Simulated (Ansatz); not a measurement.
## Electronic structure of WS2 in real space

Input file:

```
crystal:
  lattice:
    - [1.5988630831, 0.9231040314, 6.0897309202]
    - [-1.5988630831, 0.9231040314, 6.0897309202]
    - [0.0, -1.8462080628, 6.0897309202]
  atoms:
    - { symbol: W, position: [0.0, 0.0, 0.0] }
    - { symbol: S, position: [0.2477857051, 0.2477857051, 0.2477857051] }
    - { symbol: S, position: [0.7522142949, 0.7522142949, 0.7522142949] }
kpoints:
  mp_grid: { grid: [10, 10, 10] }
  band_path:
    path:
      - [0.0, 0.0, 0.0]
      - [0.5, 0.5, 0.5]
      - [0.8180149184, 0.1819850816, 0.5]
      - [0.5, -0.1819850816, 0.1819850816]
      - [0.5, 0.0, 0.0]
      - [0.3409925408, -0.3409925408, 0.0]
      - [0.6590074592, 0.0, 0.3409925408]
      - [0.5, 0.0, 0.5]
    npoints: 1
hamiltonian:
  xc: r2scan
  dispersion: rvv10
scf:
  occupations: { method: fermi_dirac, width: 0.03 }
  n_extra_bands: 4
output:
  forces: true
  stress: true
  eigenvalues: true
  write_density: true
  write_potential: true
  elf: true
  volumetric_format: npy
```

Run with:

```sh
ansatz run input.yaml --threads 2 --pin off --max-ram 2211MiB --backend cpu --events-out ev --progress --plain --runs-dir out
```

Below, planes, directions and counts refer to the conventional cell (a = 3.20 Å, b = 3.20 Å, c = 18.27 Å, α = 90.00°, β = 90.00°, γ = 120.00°).

Space group R-3m; started from the CdCl2 (3R octahedral) bulk prototype, which need not be the ambient phase.

All numbers below come from DFT, r2SCAN+rVV10, plane waves, PAW (Ansatz 0.2.0).

The density is the valence pseudo-density of a PAW calculation; it isn't the true density close to the nuclei.

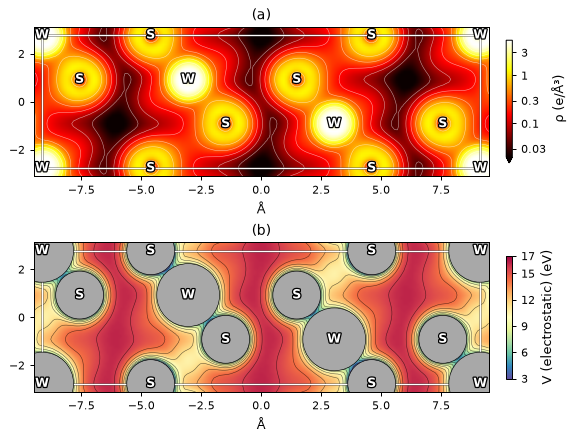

Figure 1. (a) valence electron density; (b) electrostatic potential energy of an electron on the (110) plane of the conventional cell. Grey discs cover the atomic cores in the potential map.

Describe what can be read from this map.

Answer. Atoms in the plane: W and S. W–S (2.42 Å): the density is about 0.59 e/Å³ at the midpoint. Between the atoms the lowest density in this plane is 0.02 e/Å³. Outside the cores the potential energy rises away from the atoms and is highest about 2.3 Å from the nearest atoms; its zero is arbitrary.

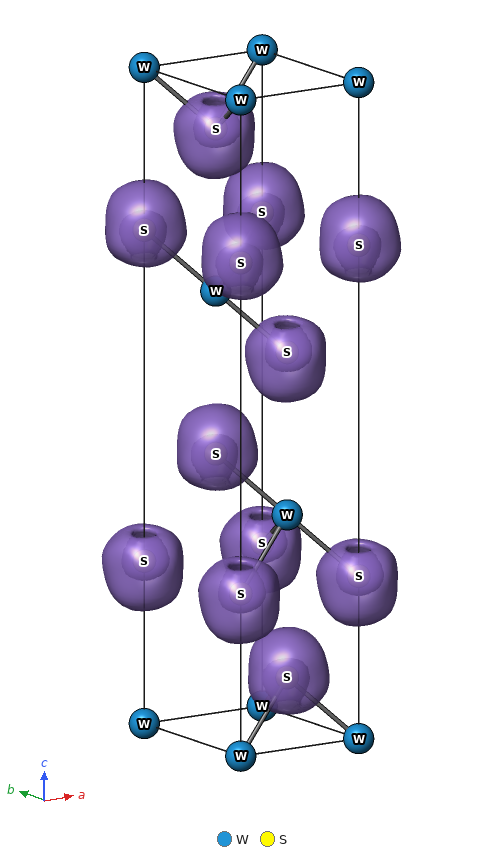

Figure 2. Isosurface of the ELF at 0.75 (purple), seen at an oblique angle. Core shells and regions of very low density are left out. Sticks mark near contacts.

Where are the electrons localised?

Answer. The surface consists of six regions wrapped around S (the valence shell of each), counted in one cell of 9 atoms. Regions shared between cells count once. Profiles from the grid: W–S (2.42 Å): the ELF peaks at about 0.85 in the valence shell of S, 0.8 Å from its nucleus, and is about 0.40 at the midpoint.
